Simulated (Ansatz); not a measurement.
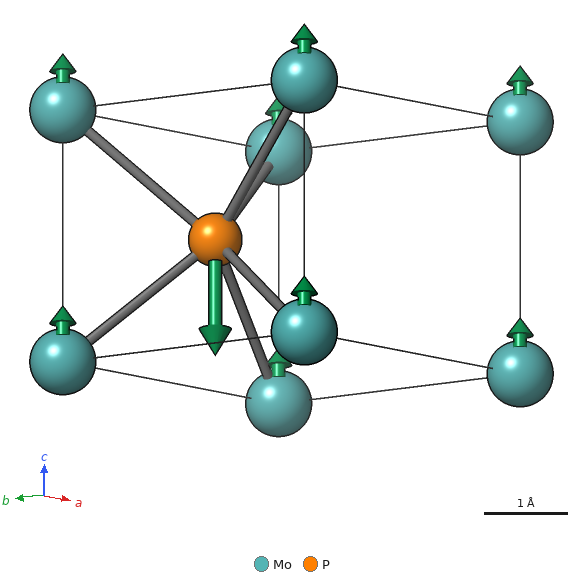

The lowest optical mode of a crystal of MoP relaxed at −1 GPa, space group P-6m2 (No. 187), at the zone centre. Displacements are drawn as green arrows; their common scale and sign are arbitrary. A ball-and-stick model of the cell of the calculation, seen from a free direction.

These are results of DFT LDA, scalar-relativistic, plane waves, PAW in Ansatz 0.2.0, not measurements.

Input
```yaml
crystal:
  lattice:
    - [3.1994466132, 0.0, 0.0]
    - [-1.5997233066, 2.7708020451, 0.0]
    - [0.0, 0.0, 3.1573004769]
  atoms:
    - { symbol: Mo, position: [0.0, 0.0, 0.0] }
    - { symbol: P, position: [0.3333333333, 0.6666666667, 0.5] }
basis:
  ecutwfc: 420
kpoints:
  mp_grid: { grid: [18, 18, 14] }
hamiltonian:
  xc: lda
scf:
  occupations: { method: fermi_dirac, width: 0.15 }
output:
  eigenvalues: true
phonons:
  method: dfpt
  eigenvectors: true
```

Command:
```bash
ansatz run input.yaml --threads 1 --pin off --max-ram 3072MiB --backend cpu --events-out ev --progress --plain --runs-dir out
```

The frequencies depend somewhat on the k-mesh and the smearing.

### Is this crystal at a minimum with respect to the drawn distortion?

Yes: this softest mode has a real frequency, and so have all others here. That speaks for this wave vector alone: the rest of the zone wasn't checked in this run. This is the A₂″ mode at 50.5 meV, the lowest optical level, infrared-active by symmetry. The P sublattice moves against the Mo sublattice, along c; the kinetic energy is shared as P 76 %, Mo 24 %. The crystal is a metal, so free carriers screen the infrared response.
